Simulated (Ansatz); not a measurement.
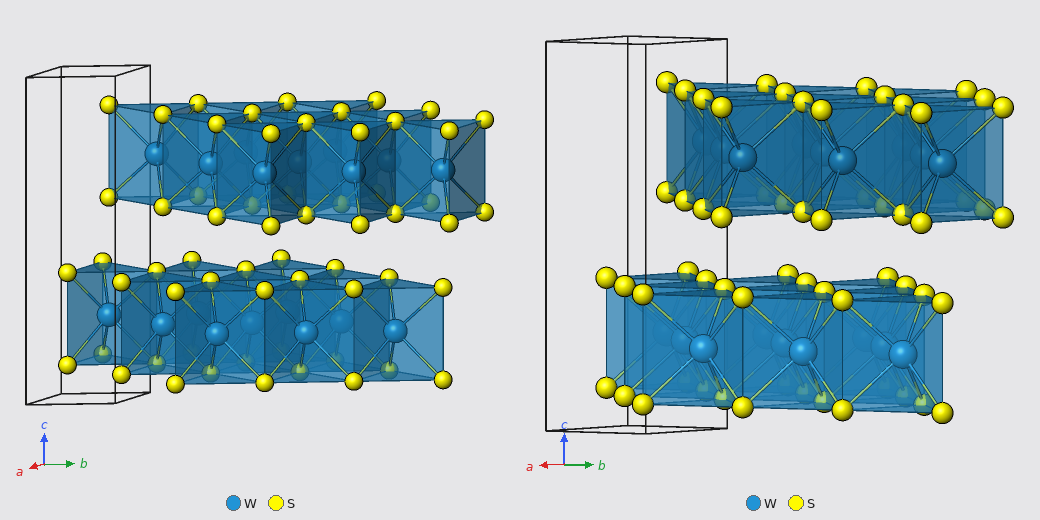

Polyhedra are drawn about W (bonds: S–W below 2.7 Å); other atoms are plain spheres. Two views of the same piece.

The compound is WS₂ (space group P6_3/mmc, No. 194), taken as the geometry relaxed at a target pressure of 15 GPa with DFT PBEsol, scalar-relativistic, plane waves, PAW (Ansatz).

Sharing among the drawn polyhedra:

| site | polyhedron | corner-sharing neighbours | edge-sharing | face-sharing | bond (Å) |
| --- | --- | --- | --- | --- | --- |
| W | WS6 trigonal prism | 0 | 6 | 0 | 2.36 |

They form layers of edge-sharing trigonal prisms parallel to (001).
